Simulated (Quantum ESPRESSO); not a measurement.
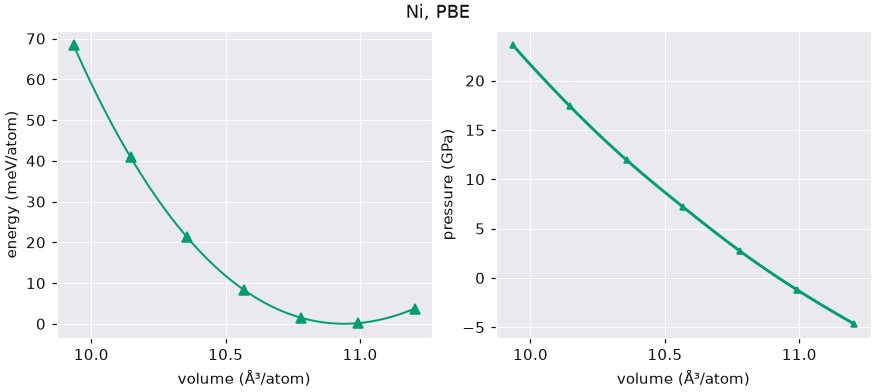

The figure shows the energy and pressure against volume for Ni, space group P6_3/mmc (No. 194).

Cell as given: a = 2.448 Å, b = 2.448 Å, c = 4.073 Å, α = 90.00°, β = 90.00°, γ = 120.00°; 2 atoms.

Calculation (Quantum ESPRESSO 7.5): plane-wave DFT, collinear spins; energies at scaled volumes of the given cell, shape and fractions fixed, counted from the fit's minimum, third-order Birch-Murnaghan fit. Level: PBE, collinear spin.

k mesh 12×12×7; occupations Fermi–Dirac; smearing width 0.05 eV; potentials SSSP 1.3 efficiency PBE; wave cutoff 748.3 eV; density cutoff 5987 eV.

### How stiff is the solid, and where is its volume at rest?

A third-order Birch–Murnaghan fit gives V0 = 10.94 Å³/atom, B0 = 197 GPa and B′ = 4.8.

### Read off the course of the pressure.

It falls from 23.58 GPa at volume 9.93 Å³/atom to −4.65 GPa at 11.20 Å³/atom, and changes sign near 10.93 Å³/atom.

Limits of the calculation: shape and atomic fractions are frozen while scaling, which makes layered, chain and framework solids too stiff.
